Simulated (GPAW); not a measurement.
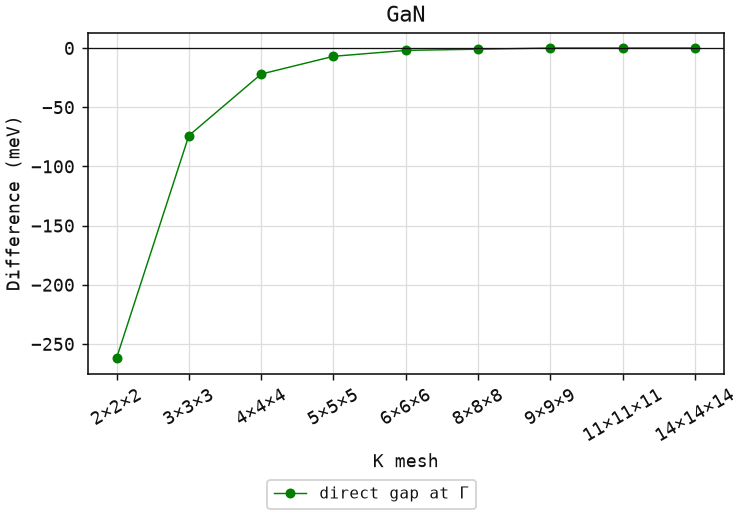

Gaps of zincblende GaN, space group F-43m (No. 216), 2 atoms in the primitive cell (cubic a = 4.507 Å) as the k mesh is raised, all else fixed. The plot shows differences from the last run. The cell is at 13 GPa in PBE. Method: PBE, GPAW PAW data sets (gpaw-data 1.2.1), no spin polarisation, no spin-orbit coupling, 800 eV cutoff, Fermi-Dirac smearing of 0.05 eV (GPAW 26.7.0).

Question: How well are these gaps converged with the k mesh?

Answer: The direct gap at Γ starts −262 meV from the last run and stays within 10 meV of it from 5×5×5 on.

| k mesh | direct gap at Γ (eV) |
| --- | --- |
| 2×2×2 | 1.577 |
| 3×3×3 | 1.765 |
| 4×4×4 | 1.817 |
| 5×5×5 | 1.832 |
| 6×6×6 | 1.837 |
| 8×8×8 | 1.838 |
| 9×9×9 | 1.839 |
| 11×11×11 | 1.839 |
| 14×14×14 | 1.839 |

LDA, GGA and most meta-GGA functionals understate gaps. The usual form of GaN is wurtzite. The potentials hold the d shell of Ga in the core, which widens gaps.
